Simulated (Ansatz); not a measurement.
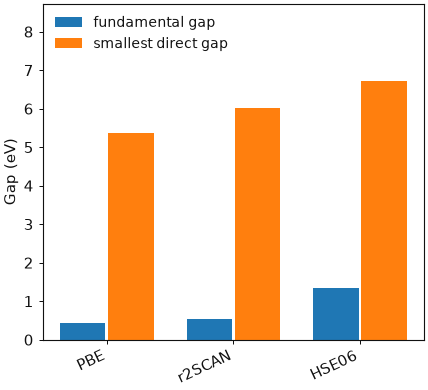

Gaps of BN, space group I4/mmm (No. 139), 2 atoms in the cell, rocksalt type, epitaxial (xy) strain +2.0%, at several levels of theory on one cell (Ansatz, plane waves and PAW; edges over the mesh and the special points).

### How does the gap depend on the level, and does its kind change?

In rising order: PBE 0.44 eV, r2SCAN 0.55 eV and HSE06 1.35 eV. It is indirect at every level.
